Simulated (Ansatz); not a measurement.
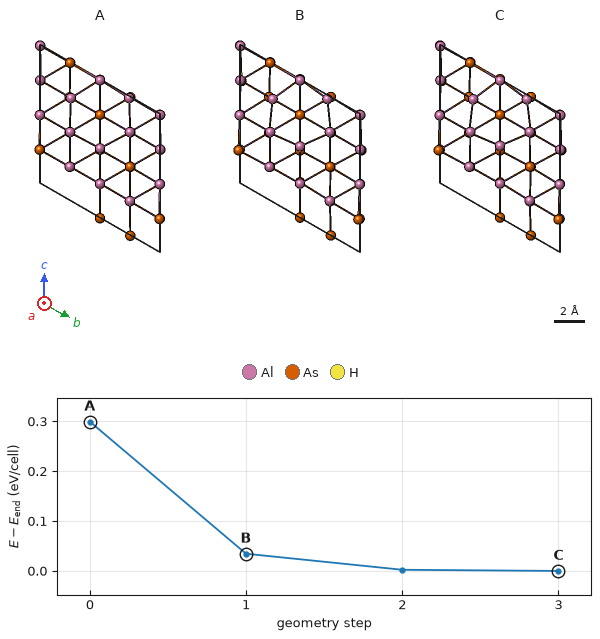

Frames of a relaxation of a defect cell of composition Al16As16H (cell charge −1), marked on the history of the run. A ball-and-stick model of the cell of the calculation (origin shifted), seen along the a axis.

Case: H interstitial, charge -1, atoms relaxed at the host's cell.

Method: Ansatz, DFT PBE, scalar-relativistic, plane waves, PAW.

Input file:
```yaml
crystal:
  lattice:
    - [-5.7279123196, 5.7279123196, -5.7279123196]
    - [-5.7279123196, -5.7279123196, 5.7279123196]
    - [5.7279123196, 5.7279123196, 5.7279123196]
  atoms:
    - { symbol: Al, position: [0.7507400955, 0.7507400955, 0.5022980406] }
    - { symbol: Al, position: [0.5015579451, 0.0, 0.4992599045] }
    - { symbol: Al, position: [0.4984420549, 0.7477019594, 0.7484420549] }
    - { symbol: Al, position: [0.242600773, 0.242600773, 0.492600773] }
    - { symbol: Al, position: [0.2492599045, 0.0, 0.7515579451] }
    - { symbol: Al, position: [0.2522980406, 0.7507400955, 0.0007400955] }
    - { symbol: Al, position: [0.0, 0.5015579451, 0.4992599045] }
    - { symbol: Al, position: [0.0, 0.2492599045, 0.7515579451] }
    - { symbol: Al, position: [0.0, 0.0, 0.007399227] }
    - { symbol: Al, position: [0.0, 0.757399227, 0.25] }
    - { symbol: Al, position: [0.7477019594, 0.4984420549, 0.7484420549] }
    - { symbol: Al, position: [0.7507400955, 0.2522980406, 0.0007400955] }
    - { symbol: Al, position: [0.757399227, 0.0, 0.25] }
    - { symbol: Al, position: [0.4984420549, 0.4984420549, -0.0022980406] }
    - { symbol: Al, position: [0.5015579451, 0.2492599045, 0.25] }
    - { symbol: Al, position: [0.2492599045, 0.5015579451, 0.25] }
    - { symbol: As, position: [0.0, 0.0, 0.7537404076] }
    - { symbol: As, position: [0.75, 0.25, 0.75] }
    - { symbol: As, position: [0.7472541017, 0.0, -0.0027458983] }
    - { symbol: As, position: [0.4962595924, 0.4962595924, 0.7462595924] }
    - { symbol: As, position: [0.5, 0.25, 0.0] }
    - { symbol: As, position: [0.5037404076, 0.0, 0.25] }
    - { symbol: As, position: [0.25, 0.75, 0.75] }
    - { symbol: As, position: [0.25, 0.5, 0.0] }
    - { symbol: As, position: [0.2527458983, 0.2527458983, 0.25] }
    - { symbol: As, position: [0.2527458983, 0.0, 0.5027458983] }
    - { symbol: As, position: [0.0, 0.7472541017, -0.0027458983] }
    - { symbol: As, position: [0.0, 0.5037404076, 0.25] }
    - { symbol: As, position: [0.0, 0.2527458983, 0.5027458983] }
    - { symbol: As, position: [0.7472541017, 0.7472541017, 0.25] }
    - { symbol: As, position: [0.75, 0.5, 0.5] }
    - { symbol: As, position: [0.5, 0.75, 0.5] }
    - { symbol: H, position: [0.0, 0.0, 0.25] }
  host:
    lattice:
      - [0.0, 2.8639561598, 2.8639561598]
      - [2.8639561598, 0.0, 2.8639561598]
      - [2.8639561598, 2.8639561598, 0.0]
    atoms:
      - { symbol: Al, position: [0.0, 0.0, 0.0] }
      - { symbol: As, position: [0.75, 0.75, 0.75] }
total_charge: -1
basis:
  ecutwfc: 420
  xc_grid: 2
kpoints:
  mp_grid: { grid: [3, 3, 3], shift: [0.0, 0.0, 0.0] }
hamiltonian:
  xc: pbe
scf:
  occupations: { method: gaussian, width: 0.01 }
output:
  forces: true
  stress: false
  eigenvalues: true
  charged_corrections:
    defect_position: [0.0, 0.0, 0.25]
    epsilon: [[11.5641, 0.0, 0.0], [0.0, 11.5641, 0.0], [0.0, 0.0, 11.5641]]
  write_density: true
  write_potential: true
  elf: true
  volumetric_format: npy
relax:
  adjacent_minimum: "off"
  f_tol: 0.025
  max_steps: 45
```

Run as
```bash
ansatz run input.yaml --threads 4 --pin off --max-ram 10240MiB --backend cpu --events-out ev --progress --plain --runs-dir out
```

> What happens along the run?

The largest moves, 0.18 Å, are those of Al4, Al9, Al10 and Al13. Al9 goes along +c. By element the largest moves are Al 0.18 Å, As 0.08 Å. H stays in place. The cell stays as it was. Among the contacts that change: Al10–As28 2.517 → 2.620 Å, Al10–As26 2.476 → 2.463 Å, Al11–As27 2.480 → 2.473 Å, Al11–As20 2.480 → 2.485 Å. Among the angles between lasting bonds that change: Al4–As25–Al9 105.1° → 94.9°, As19–Al13–As22 107.3° → 102.2°, As19–Al13–As29 111.6° → 115.7°. The energy falls by 0.300 eV per cell of the calculation in 3 geometry steps. Largest force component: 0.44 eV/Å at the start, 0.0034 eV/Å at the end. From step 0 to 1: Al atoms move most (0.14 Å), energy −0.265 eV per cell of the calculation. From step 1 to 3: Al atoms move most (0.04 Å), energy −34.5 meV per cell of the calculation.

```
step  E − E(0), meV/atom  largest force component, eV/Å
   0                0.00                         0.4389
   1               -8.03                         0.1536
   2               -9.01                         0.0425
   3               -9.08                         0.0034
```

Limits of the set-up: the cell is charged, on a uniform background, and energies carry no finite-size correction.
